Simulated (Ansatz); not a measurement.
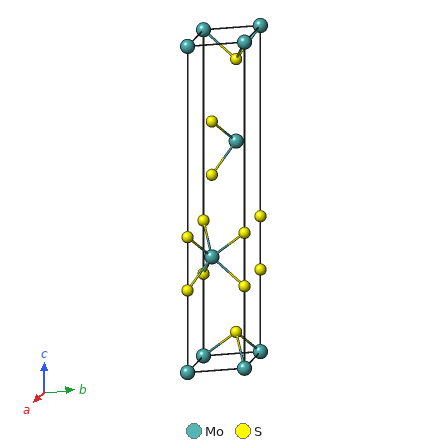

System: MoS₂, space group R3m (No. 160). The picture shows the conventional cell.

Structure:
```cif
data_structure
_symmetry_space_group_name_H-M 'P 1'
_symmetry_Int_Tables_number 1
_cell_length_a 6.3898
_cell_length_b 6.3898
_cell_length_c 6.3898
_cell_angle_alpha 28.660
_cell_angle_beta 28.660
_cell_angle_gamma 28.660
_cell_volume 53.05
loop_
_atom_site_label
_atom_site_type_symbol
_atom_site_fract_x
_atom_site_fract_y
_atom_site_fract_z
_atom_site_occupancy
Mo1 Mo 0.00000 0.00000 0.00000 1
S1 S 0.74840 0.74840 0.74840 1
S2 S 0.58490 0.58490 0.58490 1
```

How it was computed, with Ansatz 0.2.0: periodic Kohn-Sham DFT of a crystal at fixed atoms, scaled to the stated factor times the given cell, energy less spherical unpolarised free atoms. Level: PBE.

| setting | value |
| --- | --- |
| method | all-electron LAPW |
| relativity | scalar |
| k mesh | 13×13×13 |
| occupations | Fermi–Dirac |
| smearing width | 0.05 eV |
| basis error target | 0.5 (meV/atom) |
| nucleus | Gaussian |

V(given) is 17.68 Å³/atom.

Predict the energy less free atoms against V/V(given). The V/V(given) takes the values 0.94, 0.98, 1.01, 1.04.

The energy less free atoms falls from −7.1153 eV/atom at V/V(given) 0.94 to −7.2422 eV/atom at 1.04.

```
V/V(given)  energy less free atoms (eV/atom)
      0.94                           -7.1153
      0.98                           -7.1913
      1.01                           -7.2251
      1.04                           -7.2422
```

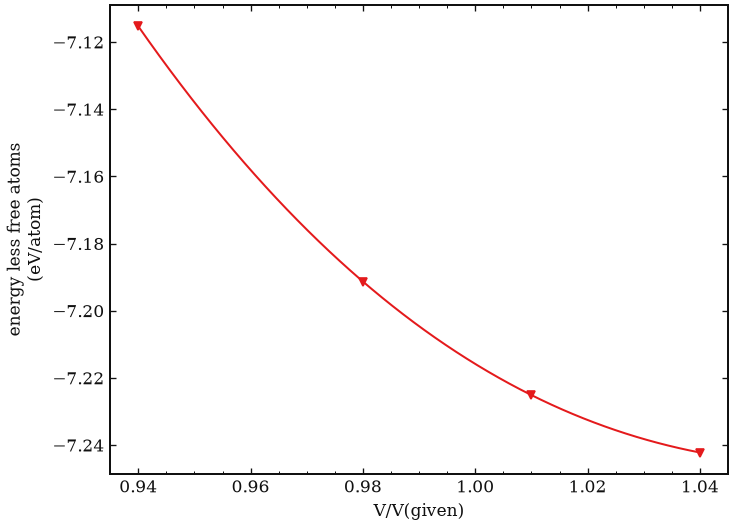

Limits of the calculation: the volumes run don't bracket the minimum of the energy, so any equilibrium value is extrapolated; shape and atomic fractions are frozen while scaling, which makes layered, chain and framework solids too stiff.
